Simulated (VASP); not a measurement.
**GaSb: band-structure run (part 1 of 2)**

GaSb (F-43m, 2 atoms in the cell), computed with Kohn-Sham DFT of a periodic cell, LDA, VASP PAW LDA potentials, recommended, no spin polarisation (VASP 6.6.1).

The structure was built on a prototype by a generator; it need not be a known phase.

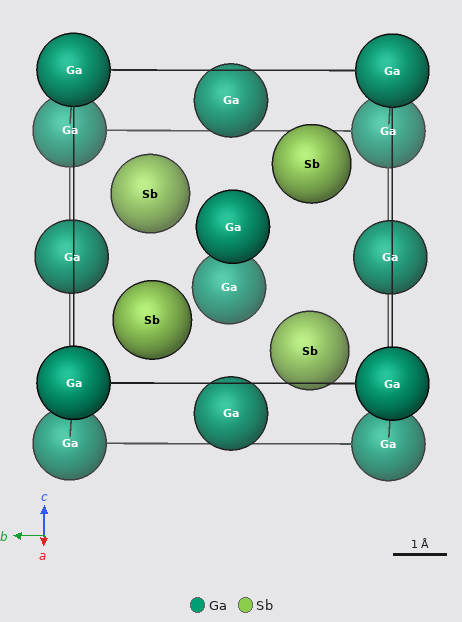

Fig. 1: The input geometry (spheres-only view of the cell 4 times as large as that of the calculation, set on its symmetry axes, seen at an oblique angle). An atom can appear more than once, as a periodic image.

INCAR
```
SYSTEM = GaSb
PREC = Accurate ; ENCUT = 520
EDIFF = 1E-6 ; ISMEAR = 0
SIGMA = 0.03 ; LREAL = .False.
LASPH = .True. ; NELM = 80
ALGO = Fast ; ISIF = 2
LWAVE = .False. ; LCHARG = .False.
NBANDS = 16
```

KPOINTS
```
Automatic mesh
0
Gamma
  10 10 10
  0 0 0
```

KPOINTS_OPT
```
explicit points
109
Reciprocal
 0.0000000000  0.0000000000  0.0000000000 1
 0.0555555556  0.0000000000  0.0555555556 1
 0.1111111111  0.0000000000  0.1111111111 1
 0.1666666667  0.0000000000  0.1666666667 1
 0.2222222222  0.0000000000  0.2222222222 1
 0.2777777778  0.0000000000  0.2777777778 1
 0.3333333333  0.0000000000  0.3333333333 1
 0.3888888889  0.0000000000  0.3888888889 1
 0.4444444444  0.0000000000  0.4444444444 1
 0.5000000000  0.0000000000  0.5000000000 1
 0.5000000000  0.0000000000  0.5000000000 1
 0.5000000000  0.0277777778  0.5277777778 1
 0.5000000000  0.0555555556  0.5555555556 1
 0.5000000000  0.0833333333  0.5833333333 1
 0.5000000000  0.1111111111  0.6111111111 1
 0.5000000000  0.1388888889  0.6388888889 1
 0.5000000000  0.1666666667  0.6666666667 1
 0.5000000000  0.1944444444  0.6944444444 1
 0.5000000000  0.2222222222  0.7222222222 1
 0.5000000000  0.2500000000  0.7500000000 1
 0.5000000000  0.2500000000  0.7500000000 1
 0.4861111111  0.2638888889  0.7500000000 1
 0.4722222222  0.2777777778  0.7500000000 1
 0.4583333333  0.2916666667  0.7500000000 1
 0.4444444444  0.3055555556  0.7500000000 1
 0.4305555556  0.3194444444  0.7500000000 1
 0.4166666667  0.3333333333  0.7500000000 1
 0.4027777778  0.3472222222  0.7500000000 1
 0.3888888889  0.3611111111  0.7500000000 1
 0.3750000000  0.3750000000  0.7500000000 1
 0.3750000000  0.3750000000  0.7500000000 1
 0.3333333333  0.3333333333  0.6666666667 1
 0.2916666667  0.2916666667  0.5833333333 1
 0.2500000000  0.2500000000  0.5000000000 1
 0.2083333333  0.2083333333  0.4166666667 1
 0.1666666667  0.1666666667  0.3333333333 1
 0.1250000000  0.1250000000  0.2500000000 1
 0.0833333333  0.0833333333  0.1666666667 1
 0.0416666667  0.0416666667  0.0833333333 1
 0.0000000000  0.0000000000  0.0000000000 1
 0.0000000000  0.0000000000  0.0000000000 1
 0.0555555556  0.0555555556  0.0555555556 1
 0.1111111111  0.1111111111  0.1111111111 1
 0.1666666667  0.1666666667  0.1666666667 1
 0.2222222222  0.2222222222  0.2222222222 1
 0.2777777778  0.2777777778  0.2777777778 1
 0.3333333333  0.3333333333  0.3333333333 1
 0.3888888889  0.3888888889  0.3888888889 1
 0.4444444444  0.4444444444  0.4444444444 1
 0.5000000000  0.5000000000  0.5000000000 1
 0.5000000000  0.5000000000  0.5000000000 1
 0.5138888889  0.4722222222  0.5138888889 1
 0.5277777778  0.4444444444  0.5277777778 1
 0.5416666667  0.4166666667  0.5416666667 1
 0.5555555556  0.3888888889  0.5555555556 1
 0.5694444444  0.3611111111  0.5694444444 1
 0.5833333333  0.3333333333  0.5833333333 1
 0.5972222222  0.3055555556  0.5972222222 1
 0.6111111111  0.2777777778  0.6111111111 1
 0.6250000000  0.2500000000  0.6250000000 1
 0.6250000000  0.2500000000  0.6250000000 1
 0.6111111111  0.2500000000  0.6388888889 1
 0.5972222222  0.2500000000  0.6527777778 1
 0.5833333333  0.2500000000  0.6666666667 1
 0.5694444444  0.2500000000  0.6805555556 1
 0.5555555556  0.2500000000  0.6944444444 1
 0.5416666667  0.2500000000  0.7083333333 1
 0.5277777778  0.2500000000  0.7222222222 1
 0.5138888889  0.2500000000  0.7361111111 1
 0.5000000000  0.2500000000  0.7500000000 1
 0.5000000000  0.2500000000  0.7500000000 1
 0.5000000000  0.2777777778  0.7222222222 1
 0.5000000000  0.3055555556  0.6944444444 1
 0.5000000000  0.3333333333  0.6666666667 1
 0.5000000000  0.3611111111  0.6388888889 1
 0.5000000000  0.3888888889  0.6111111111 1
 0.5000000000  0.4166666667  0.5833333333 1
 0.5000000000  0.4444444444  0.5555555556 1
 0.5000000000  0.4722222222  0.5277777778 1
 0.5000000000  0.5000000000  0.5000000000 1
 0.5000000000  0.5000000000  0.5000000000 1
 0.4861111111  0.4861111111  0.5277777778 1
 0.4722222222  0.4722222222  0.5555555556 1
 0.4583333333  0.4583333333  0.5833333333 1
 0.4444444444  0.4444444444  0.6111111111 1
 0.4305555556  0.4305555556  0.6388888889 1
 0.4166666667  0.4166666667  0.6666666667 1
 0.4027777778  0.4027777778  0.6944444444 1
 0.3888888889  0.3888888889  0.7222222222 1
 0.3750000000  0.3750000000  0.7500000000 1
 0.6250000000  0.2500000000  0.6250000000 1
 0.6111111111  0.2222222222  0.6111111111 1
 0.5972222222  0.1944444444  0.5972222222 1
 0.5833333333  0.1666666667  0.5833333333 1
 0.5694444444  0.1388888889  0.5694444444 1
 0.5555555556  0.1111111111  0.5555555556 1
 0.5416666667  0.0833333333  0.5416666667 1
 0.5277777778  0.0555555556  0.5277777778 1
 0.5138888889  0.0277777778  0.5138888889 1
 0.5000000000  0.0000000000  0.5000000000 1
 0.0000000000  0.0000000000  0.0000000000 1
 0.3750000000  0.3750000000  0.7500000000 1
 0.5000000000  0.5000000000  0.5000000000 1
 0.6250000000  0.2500000000  0.6250000000 1
 0.5000000000  0.2500000000  0.7500000000 1
 0.5000000000  0.0000000000  0.5000000000 1
 0.4000000000  0.0000000000  0.4000000000 1
 0.4250000000  0.0000000000  0.4250000000 1
 0.4500000000  0.0000000000  0.4500000000 1
```

POSCAR
```
GaSb                                    
1.0
    0.0000000000      3.0573977441      3.0573977441
    3.0573977441      0.0000000000      3.0573977441
    3.0573977441      3.0573977441      0.0000000000
  Ga              Sb            
     1     1
Direct
     1.0000000000000000    1.0000000000000000    1.0000000000000000
     0.2500000000000000    0.2500000000000000    0.2500000000000000
```

Command:
```bash
cat potpaw_LDA.64/Ga_d/POTCAR potpaw_LDA.64/Sb/POTCAR > POTCAR
mpirun -np 1 vasp_std > vasp.out
```

OSZICAR
```
N       E                     dE             d eps       ncg     rms          rms(c)
DAV:   1     0.817687994923E+02    0.81769E+02   -0.85237E+03  1536   0.139E+03
DAV:   2    -0.232290791294E+01   -0.84092E+02   -0.81403E+02  1816   0.295E+02
DAV:   3    -0.867131148961E+01   -0.63484E+01   -0.63338E+01  1752   0.660E+01
DAV:   4    -0.878205024307E+01   -0.11074E+00   -0.11073E+00  1912   0.969E+00
DAV:   5    -0.878481228460E+01   -0.27620E-02   -0.27620E-02  1912   0.135E+00    0.329E+00
RMM:   6    -0.869896017637E+01    0.85852E-01   -0.59564E-02  2073   0.252E+00    0.196E+00
RMM:   7    -0.866445080025E+01    0.34509E-01   -0.55368E-02  2117   0.156E+00    0.259E-01
RMM:   8    -0.866442054381E+01    0.30256E-04   -0.88008E-03  2193   0.773E-01    0.692E-02
RMM:   9    -0.866453245288E+01   -0.11191E-03   -0.11550E-03  2313   0.280E-01    0.199E-02
RMM:  10    -0.866454500451E+01   -0.12552E-04   -0.19685E-04  2307   0.133E-01    0.156E-02
RMM:  11    -0.866455055584E+01   -0.55513E-05   -0.38780E-05  2470   0.568E-02    0.331E-03
RMM:  12    -0.866455118320E+01   -0.62737E-06   -0.11569E-05  2316   0.308E-02    0.513E-03
RMM:  13    -0.866455109078E+01    0.92425E-07   -0.28692E-06  1560   0.164E-02
   1 F= -.86645511E+01 E0= -.86645280E+01  d E =-.462787E-04
       N       E                     dE             ncg
DAV:   1    -0.605819637907E+03   -0.20196E+05     1512
DAV:   2    -0.460133088501E+04   -0.39955E+04     1752
DAV:   3    -0.491026189852E+04   -0.30893E+03     1880
DAV:   4    -0.491559037044E+04   -0.53285E+01     1872
DAV:   5    -0.491572027969E+04   -0.12991E+00     1992
DAV:   6    -0.491572758029E+04   -0.73006E-02     2272
DAV:   7    -0.491572761381E+04   -0.33514E-04     1912
DAV:   8    -0.491572761418E+04   -0.36862E-06     1584
       N       E                     dE             ncg
DAV:   1    -0.818465101573E+03   -0.27289E+05     1536
DAV:   2    -0.478023098050E+04   -0.39618E+04     1872
DAV:   3    -0.508453552545E+04   -0.30430E+03     1752
DAV:   4    -0.509003695686E+04   -0.55014E+01     1984
DAV:   5    -0.509015486167E+04   -0.11790E+00     1848
DAV:   6    -0.509016199331E+04   -0.71316E-02     2384
DAV:   7    -0.509016201583E+04   -0.22519E-04     1824
DAV:   8    -0.509016201612E+04   -0.29255E-06     1552
       N       E                     dE             ncg
DAV:   1     0.183916142793E+05   -0.86557E+04      496
DAV:   2     0.171656860863E+05   -0.12259E+04      552
DAV:   3     0.170721426276E+05   -0.93543E+02      600
DAV:   4     0.170705982744E+05   -0.15444E+01      672
DAV:   5     0.170705627628E+05   -0.35512E-01      624
DAV:   6     0.170705608983E+05   -0.18645E-02      760
DAV:   7     0.170705608918E+05   -0.65515E-05      616
DAV:   8     0.170705608917E+05   -0.11025E-06      560
```

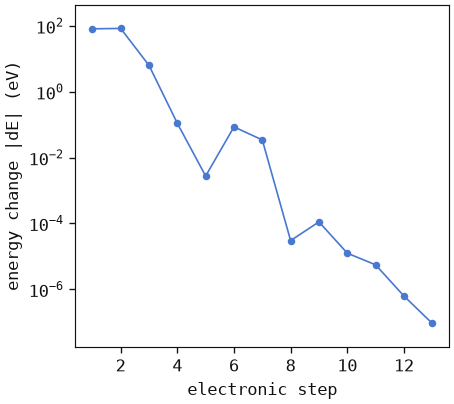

Fig. 2: Convergence of the self-consistent field: energy change |dE| against the electronic step. It takes 13 electronic steps. The density is held fixed in the first few steps, and dE rises again when its update begins.

Parts of OUTCAR
```
SYSTEM = GaSb
   PREC = Accurate
   ENCUT = 520
   EDIFF = 1E-6
   ISMEAR = 0
   LREAL = .False.
   LASPH = .True.
   NELM = 80
   ISIF = 2

 ion  position               nearest neighbor table
   1  0.000  0.000  0.000-   2 2.65   2 2.65   2 2.65   2 2.65
   2  0.250  0.250  0.250-   1 2.65   1 2.65   1 2.65   1 2.65

  LATTYP: Found a face centered cubic cell.
 ALAT       =     6.1147954882

  Lattice vectors:

 A1 = (   0.0000000000,   3.0573977441,   3.0573977441)
 A2 = (   3.0573977441,   0.0000000000,   3.0573977441)
 A3 = (   3.0573977441,   3.0573977441,   0.0000000000)

Analysis of symmetry for initial positions (statically):
=====================================================================
 Subroutine PRICEL returns:
 Original cell was already a primitive cell.

 Routine SETGRP: Setting up the symmetry group for a
 face centered cubic supercell.

 Subroutine GETGRP returns: Found 24 space group operations
 (whereof 24 operations were pure point group operations)
 out of a pool of 48 trial point group operations.

The static configuration has the point symmetry T_d .

Analysis of symmetry for dynamics (positions and initial velocities):
=====================================================================
 Subroutine PRICEL returns:
 Original cell was already a primitive cell.

 Routine SETGRP: Setting up the symmetry group for a
 face centered cubic supercell.

 Subroutine GETGRP returns: Found 24 space group operations
 (whereof 24 operations were pure point group operations)
 out of a pool of 48 trial point group operations.

The dynamic configuration has the point symmetry T_d .

 Subroutine INISYM returns: Found 24 space group operations
 (whereof 24 operations are pure point group operations),
 and found     1 'primitive' translations

----------------------------------------------------------------------------------------

                                     Primitive cell

  volume of cell :      57.1592

  direct lattice vectors                    reciprocal lattice vectors
     0.000000000  3.057397744  3.057397744    -0.163537767  0.163537767  0.163537767
     3.057397744  0.000000000  3.057397744     0.163537767 -0.163537767  0.163537767
     3.057397744  3.057397744  0.000000000     0.163537767  0.163537767 -0.163537767

  length of vectors
     4.323813355  4.323813355  4.323813355     0.283255721  0.283255721  0.283255721

  position of ions in fractional coordinates (direct lattice)
     0.000000000  0.000000000  0.000000000
     0.250000000  0.250000000  0.250000000

  ion indices of the primitive-cell ions
   primitive index   ion index
                 1           1
                 2           2

----------------------------------------------------------------------------------------

 KPOINTS: Automatic mesh

Automatic generation of k-mesh.
 Grid dimensions read from file:
 generate k-points for:   10   10   10

 Generating k-lattice:

  Cartesian coordinates                     Fractional coordinates (reciprocal lattice)
    -0.016353777  0.016353777  0.016353777     0.100000000  0.000000000  0.000000000
     0.016353777 -0.016353777  0.016353777     0.000000000  0.100000000  0.000000000
     0.016353777  0.016353777 -0.016353777     0.000000000  0.000000000  0.100000000

  Length of vectors
     0.028325572  0.028325572  0.028325572

  Shift w.r.t. Gamma in fractional coordinates (k-lattice)
     0.000000000  0.000000000  0.000000000

 Subroutine IBZKPT returns following result:
 ===========================================

 Found     47 irreducible k-points:
```
